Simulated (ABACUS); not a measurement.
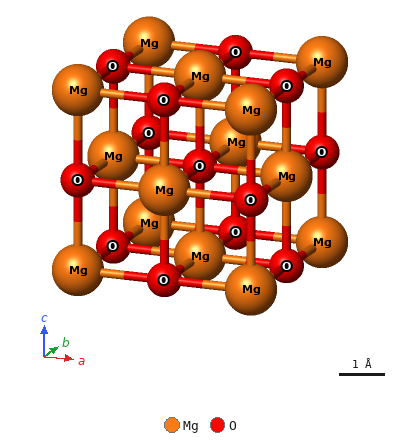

Fig. 1: The starting structure (ball-and-stick view of the cell 4 times as large as that of the calculation, set on its symmetry axes, seen slightly off an axis). Near neighbours in the crystal (not all of them lie inside the picture): Mg has 6 O at 2.10 Å; O has 6 Mg at 2.10 Å.

**Run report: MgO, geometry relaxation (part 1 of 3)**

MgO (Fm-3m, 2 atoms in the cell), computed with Kohn-Sham DFT of a periodic cell, PBEsol, Ansatz NC PBE, no spin polarisation (ABACUS 3.10.1).

The structure derives from a Materials Project entry.

Input file
```
INPUT_PARAMETERS
suffix              MgO
calculation         cell-relax
basis_type          lcao
pseudo_dir          ./
orbital_dir         ./
symmetry            1
dft_functional      pbesol
ecutwfc             100
pseudo_rcut         10
nspin               1
nbands              12
ks_solver           genelpa
smearing_method     fd
smearing_sigma      0.00367493
scf_thr             1e-07
scf_nmax            100
mixing_type         broyden
mixing_beta         0.7
cal_force           1
cal_stress          1
out_mul             1
relax_nmax          60
force_thr_ev        0.01
relax_method        cg
out_stru            1
stress_thr          1
```

File STRU
```
ATOMIC_SPECIES
Mg 24.3050 Mg.upf
O 15.9990 O.upf

NUMERICAL_ORBITAL
Mg_confined-atom_8au_3s2p1d.orb
O_confined-atom_6au_2s2p1d.orb

LATTICE_CONSTANT
5.6041865537

LATTICE_VECTORS
0.0000000000 0.7071067812 0.7071067812
0.7071067812 0.0000000000 0.7071067812
0.7071067812 0.7071067812 0.0000000000

ATOMIC_POSITIONS
Cartesian

Mg
0.0
1
0.0000000000 0.0000000000 0.0000000000 1 1 1

O
0.0
1
0.7071067812 0.7071067812 0.7071067812 1 1 1
```

File KPT
```
K_POINTS
0
Gamma
10 10 10 0 0 0
```

Launched with:
```bash
OMP_NUM_THREADS=1 mpirun -np 4 abacus > log
```

Output
```
ABACUS v3.10.1

               Atomic-orbital Based Ab-initio Computation at UStc

 ------------------------------------------------------------------------------------

 READING GENERAL INFORMATION
                           global_out_dir = OUT.MgO/
                           global_in_card = INPUT
                               pseudo_dir = ./
                              orbital_dir = ./
                                    DSIZE = 4
                                    GSIZE = 1

 READING UNITCELL INFORMATION
                                    ntype = 2
                  lattice constant (Bohr) = 5.60419
              lattice constant (Angstrom) = 2.96561

 READING ATOM TYPE 1
                               atom label = Mg
                      L=0, number of zeta = 3
                      L=1, number of zeta = 2
                      L=2, number of zeta = 1
             number of atom for this type = 1

 READING ATOM TYPE 2
                               atom label = O
                      L=0, number of zeta = 2
                      L=1, number of zeta = 2
                      L=2, number of zeta = 1
             number of atom for this type = 1

                        TOTAL ATOM NUMBER = 2
CARTESIAN COORDINATES ( UNIT =       5.604186553700 Bohr ).
    atom                   x                   y                   z     mag                  vx                  vy                  vz
tauc_Mg1            0.0000000000        0.0000000000        0.0000000000  0.0000        0.0000000000        0.0000000000        0.0000000000
tauc_O1            0.7071067812        0.7071067812        0.7071067812  0.0000        0.0000000000        0.0000000000        0.0000000000

                          Volume (Bohr^3) = 124.458
                             Volume (A^3) = 18.4427

 Lattice vectors: (Cartesian coordinate: in unit of a_0)
                   +0           +0.707107           +0.707107
            +0.707107                  +0           +0.707107
            +0.707107           +0.707107                  +0
 Reciprocal vectors: (Cartesian coordinate: in unit of 2 pi/a_0)
            -0.707107           +0.707107           +0.707107
            +0.707107           -0.707107           +0.707107
            +0.707107           +0.707107           -0.707107
 The esolver type has been set to : ksdft_lcao

                PAO radial cut off (Bohr) = 10

 Read in pseudopotential file is Mg.upf
                     pseudopotential type = NC
          exchange-correlation functional = PBE
                 nonlocal core correction = 0
                        valence electrons = 10
                                     lmax = 1
                           number of zeta = 3
                     number of projectors = 4
                           L of projector = 0
                           L of projector = 0
                           L of projector = 1
                           L of projector = 1
 XC functional updated to : pbesol
          exchange-correlation functional = PBESOL
                PAO radial cut off (Bohr) = 10

 Read in pseudopotential file is O.upf
                     pseudopotential type = NC
          exchange-correlation functional = PBE
                 nonlocal core correction = 1
                        valence electrons = 6
                                     lmax = 2
                           number of zeta = 2
                     number of projectors = 5
                           L of projector = 0
                           L of projector = 0
                           L of projector = 1
                           L of projector = 1
                           L of projector = 2
 XC functional updated to : pbesol
          exchange-correlation functional = PBESOL
     initial pseudo atomic orbital number = 9

 SETUP THE ELECTRONS NUMBER
            electron number of element Mg = 10
      total electron number of element Mg = 10
             electron number of element O = 6
       total electron number of element O = 6
            AUTOSET number of electrons:  = 16
                           occupied bands = 8
                                   NLOCAL = 27
                                   NBANDS = 12
                                   NBANDS = 12
                                   NLOCAL = 27

%%%%%%%%%%%%%%%%%%%%%%%%%%%%%%%%%%%%%%%%%%%%%%%%%%%%%%%%%%%%%%%%%%%%%%%%%%%%%%%%%%%%%%%%%%%%%%%%%%%%%%%%%%
 Warning: the number of valence electrons in pseudopotential > 2 for Mg: [Ne] 3s2
 Pseudopotentials with additional electrons can yield (more) accurate outcomes, but may be less efficient.
 If you're confident that your chosen pseudopotential is appropriate, you can safely ignore this warning.
%%%%%%%%%%%%%%%%%%%%%%%%%%%%%%%%%%%%%%%%%%%%%%%%%%%%%%%%%%%%%%%%%%%%%%%%%%%%%%%%%%%%%%%%%%%%%%%%%%%%%%%%%%

 SETUP THE PLANE WAVE BASIS
 energy cutoff for charge/potential (unit:Ry) = 400
            fft grid for charge/potential = [ 36, 36, 36 ]
                        fft grid division = [ 3, 3, 3 ]
        big fft grid for charge/potential = [ 12, 12, 12 ]
                                     nbxx = 432
                                     nrxx = 11664

 SETUP PLANE WAVES FOR CHARGE/POTENTIAL
                    number of plane waves = 16865
                         number of sticks = 859

 PARALLEL PW FOR CHARGE/POTENTIAL
     PROC   COLUMNS(POT)             PW
        1            215           4218
        2            214           4215
        3            215           4217
        4            215           4215
 --------------- sum -------------------
        4            859          16865
                            number of |g| = 211
                                  max |g| = 317.5
                                  min |g| = 1.5

----------- Double Check Mixing Parameters Begin ------------
mixing_type: broyden
mixing_beta: 0.7
mixing_gg0: 1
mixing_gg0_min: 0.1
mixing_ndim: 8
----------- Double Check Mixing Parameters End ------------

 LATTICE VECTORS: (CARTESIAN COORDINATE: IN UNIT OF A0)
                   +0           +0.707107           +0.707107
            +0.707107                  +0           +0.707107
            +0.707107           +0.707107                  +0
                       right hand lattice = 1
                                   NORM_A = 1
                                   NORM_B = 1
                                   NORM_C = 1
                           ALPHA (DEGREE) = 60
                           BETA  (DEGREE) = 60
                           GAMMA (DEGREE) = 60

 The lattice vectors have been changed (STRU_SIMPLE.cif)

(for optimal symmetric configuration:)
                             BRAVAIS TYPE = 3
                     BRAVAIS LATTICE NAME = 03. Cubic F (face-centered)
                                    ibrav = 3
                                    IBRAV = 3
                                  BRAVAIS = FACE CENTERED CUBIC
                       LATTICE CONSTANT A = 1.41421
Original cell was already a primitive cell.
                        ROTATION MATRICES = 48
              PURE POINT GROUP OPERATIONS = 48
                   SPACE GROUP OPERATIONS = 48
                              POINT GROUP = O_h
               POINT GROUP IN SPACE GROUP = O_h

 SETUP K-POINTS
                                    nspin = 1
                   Input type of k points = Monkhorst-Pack(Gamma)
                                   nkstot = 1000
                       right hand lattice = 1
(for reciprocal lattice: )
                             BRAVAIS TYPE = 2
                     BRAVAIS LATTICE NAME = 02. Cubic I (body-centered)
                                    ibrav = 2
                       right hand lattice = 1
(for k-lattice: )
                             BRAVAIS TYPE = 2
                     BRAVAIS LATTICE NAME = 02. Cubic I (body-centered)
                                    ibrav = 2
                       right hand lattice = 1
                        ROTATION MATRICES = 48
                               nkstot_ibz = 47
K-POINTS REDUCTION ACCORDING TO SYMMETRY
     IBZ    DIRECT_X    DIRECT_Y    DIRECT_Z  WEIGHT  ibz2bz
       1  0.00000000  0.00000000  0.00000000  0.0010       0
       2  0.10000000  0.10000000  0.10000000  0.0080       1
       3  0.20000000  0.20000000  0.20000000  0.0080       2
       4  0.30000000  0.30000000  0.30000000  0.0080       3
       5  0.40000000  0.40000000  0.40000000  0.0080       4
       6  0.50000000  0.50000000  0.50000000  0.0040       5
       7  0.10000000  0.10000000  0.00000000  0.0060      11
       8  0.20000000  0.20000000  0.10000000  0.0240      12
       9  0.30000000  0.30000000  0.20000000  0.0240      13
      10  0.40000000  0.40000000  0.30000000  0.0240      14
      11  0.50000000  0.50000000  0.40000000  0.0240      15
      12  0.50000000  0.40000000  0.40000000  0.0240      16
      13  0.40000000  0.30000000  0.30000000  0.0240      17
      14  0.30000000  0.20000000  0.20000000  0.0240      18
      15  0.10000000  0.10000000  0.20000000  0.0120      19
      16  0.20000000  0.20000000  0.00000000  0.0060      22
      17  0.30000000  0.30000000  0.10000000  0.0240      23
      18  0.40000000  0.40000000  0.20000000  0.0240      24
      19  0.50000000  0.50000000  0.30000000  0.0240      25
      20 -0.40000000  0.40000000  0.40000000  0.0240      26
      21  0.50000000  0.30000000  0.30000000  0.0240      27
      22  0.40000000  0.20000000  0.20000000  0.0120      28
      23  0.30000000  0.30000000  0.00000000  0.0060      33
      24  0.40000000  0.40000000  0.10000000  0.0240      34
      25  0.50000000  0.50000000  0.20000000  0.0240      35
      26 -0.30000000  0.40000000  0.40000000  0.0240      36
      27 -0.40000000  0.30000000  0.30000000  0.0120      37
      28  0.40000000  0.40000000  0.00000000  0.0060      44
      29  0.50000000  0.50000000  0.10000000  0.0240      45
      30 -0.20000000  0.40000000  0.40000000  0.0120      46
[... 17 further k points ...]

                               nkstot now = 47
[... K-POINTS DIRECT COORDINATES: 47 rows ...]

           k-point number in this process = 47
       minimum distributed K point number = 47
[... stars of the k points ...]

[... K-POINTS CARTESIAN COORDINATES: 47 rows ...]

[... K-POINTS DIRECT COORDINATES: 47 rows ...]

 SETUP PLANE WAVES FOR WAVE FUNCTIONS
     energy cutoff for wavefunc (unit:Ry) = 100
              fft grid for wave functions = [ 36, 36, 36 ]
                    number of plane waves = 2891
                         number of sticks = 265

 PARALLEL PW FOR WAVE FUNCTIONS
     PROC   COLUMNS(POT)             PW
        1             66            722
        2             66            722
        3             66            724
        4             67            723
 --------------- sum -------------------
        4            265           2891

 SET NONLOCAL PSEUDOPOTENTIAL PROJECTORS
 SET NONLOCAL PSEUDOPOTENTIAL PROJECTORS
 max number of nonlocal projetors among all species is 5

 -------------------------------------------
 STEP OF RELAXATION : 1
 -------------------------------------------

 SETUP SEARCHING RADIUS FOR PROGRAM TO SEARCH ADJACENT ATOMS
                  longest orb rcut (Bohr) = 8
   longest nonlocal projector rcut (Bohr) = 1.58
                     search radius (Bohr) = 19.2
              searching radius is (Bohr)) = 19.2
         searching radius unit is (Bohr)) = 5.6
                         PeriodicBoundary = 1
                        Radius(unit:lat0) = 3.42
                                   glayer = [ 6, 6, 6 ]
                             glayer_minus = [ 5, 5, 5 ]

Find the coordinate range of the input atom(unit:lat0).
                                  min_tau = [ -7.07, -7.07, -7.07 ]
                                  max_tau = [ 7.78, 7.78, 7.78 ]
                                BoxNumber = [ 11, 11, 11 ]

 SETUP EXTENDED REAL SPACE GRID FOR GRID INTEGRATION
                          real space grid = [ 36, 36, 36 ]
                 big cell numbers in grid = [ 12, 12, 12 ]
             meshcell numbers in big cell = [ 3, 3, 3 ]
                        extended fft grid = [ 21, 21, 21 ]
                dimension of extened grid = [ 55, 55, 55 ]
                            UnitCellTotal = 125
              Atom number in sub-FFT-grid = 2
    Local orbitals number in sub-FFT-grid = 27
                                ParaV.nnr = 24304
                                 init_chg = atomic

 LCAO ALGORITHM --------------- ION=   1  ELEC=   1--------------------------------

 Density error is 0.105192911362
----------------------------------------------------------
     Energy           Rydberg                 eV
----------------------------------------------------------
 E_KohnSham     -152.5850193966      -2076.0256932345
 E_Harris       -151.8860279248      -2066.5154263643
 E_Fermi        0.7633247814         10.3855664516
----------------------------------------------------------

 LCAO ALGORITHM --------------- ION=   1  ELEC=   2--------------------------------

 Density error is 0.0678442830489
----------------------------------------------------------
     Energy           Rydberg                 eV
----------------------------------------------------------
 E_KohnSham     -152.6917014926      -2077.4771776144
 E_Harris       -153.9959746324      -2095.2227240640
 E_Fermi        0.8999846879         12.2449198681
----------------------------------------------------------

 LCAO ALGORITHM --------------- ION=   1  ELEC=   3--------------------------------

 Density error is 0.0169070251283
----------------------------------------------------------
     Energy           Rydberg                 eV
----------------------------------------------------------
 E_KohnSham     -152.7200563742      -2077.8629655702
 E_Harris       -152.9055526192      -2080.3867714594
 E_Fermi        0.7637339894         10.3911340120
----------------------------------------------------------

 LCAO ALGORITHM --------------- ION=   1  ELEC=   4--------------------------------

 Density error is 0.00140098372702
----------------------------------------------------------
     Energy           Rydberg                 eV
----------------------------------------------------------
 E_KohnSham     -152.7204225416      -2077.8679475330
 E_Harris       -152.7127253684      -2077.7632221191
 E_Fermi        0.7641005631         10.3961215032
----------------------------------------------------------

 LCAO ALGORITHM --------------- ION=   1  ELEC=   5--------------------------------

 Density error is 0.000451434536778
----------------------------------------------------------
     Energy           Rydberg                 eV
----------------------------------------------------------
 E_KohnSham     -152.7204268501      -2077.8680061533
 E_Harris       -152.7228087038      -2077.9004129353
 E_Fermi        0.7641963406         10.3974246231
----------------------------------------------------------

 LCAO ALGORITHM --------------- ION=   1  ELEC=   6--------------------------------

 Density error is 5.55833417311e-05
----------------------------------------------------------
     Energy           Rydberg                 eV
----------------------------------------------------------
 E_KohnSham     -152.7204269993      -2077.8680081832
 E_Harris       -152.7203855695      -2077.8674445022
 E_Fermi        0.7642031868         10.3975177702
----------------------------------------------------------

 LCAO ALGORITHM --------------- ION=   1  ELEC=   7--------------------------------

 Density error is 1.14590647187e-06
----------------------------------------------------------
     Energy           Rydberg                 eV
----------------------------------------------------------
 E_KohnSham     -152.7204270023      -2077.8680082237
 E_Harris       -152.7204408144      -2077.8681961478
 E_Fermi        0.7641971506         10.3974356432
----------------------------------------------------------

 LCAO ALGORITHM --------------- ION=   1  ELEC=   8--------------------------------

 Density error is 1.01544469384e-07
----------------------------------------------------------
     Energy           Rydberg                 eV
----------------------------------------------------------
 E_KohnSham     -152.7204270023      -2077.8680082237
 E_Harris       -152.7204245910      -2077.8679754173
 E_Fermi        0.7641969462         10.3974328624
----------------------------------------------------------
```
